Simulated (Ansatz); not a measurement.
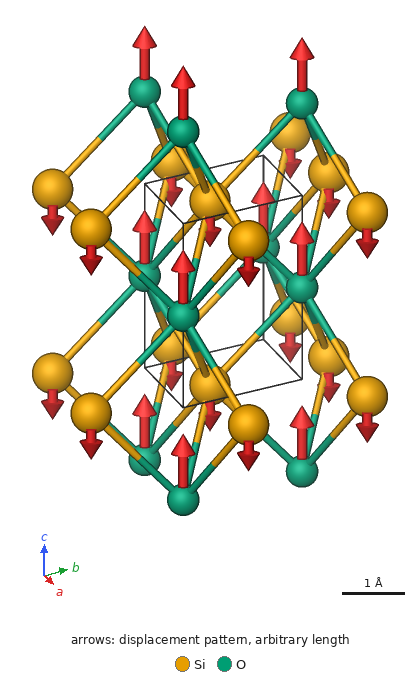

One vibrational mode of crystalline SiO (a generated structure) at the zone centre. The red arrows give the relative displacements of the atoms. A ball-and-stick model of the cell of the calculation, seen slightly off an axis.

Theory: DFT PBEsol, scalar-relativistic, plane waves, PAW (Ansatz). Set-up: plane-wave cutoff 420 eV; k-point mesh 18 × 18 × 16; occupations fermi dirac; smearing width 0.15 eV; no spin polarisation.

The frequencies depend somewhat on the k-mesh and the smearing.

What mode is this, and where does it lie in the spectrum?

This is the A₂″ mode at 501i cm⁻¹, the lowest optical level, infrared-active by symmetry. The O sublattice moves against the Si sublattice, along c; the kinetic energy is shared as O 64 %, Si 36 %. The crystal is a metal, so free carriers screen the infrared response. The frequency is imaginary, so the structure is unstable against this distortion. Freezing in the drawn pattern lowers the space group from P-6m2 to P3m1 (No. 156).
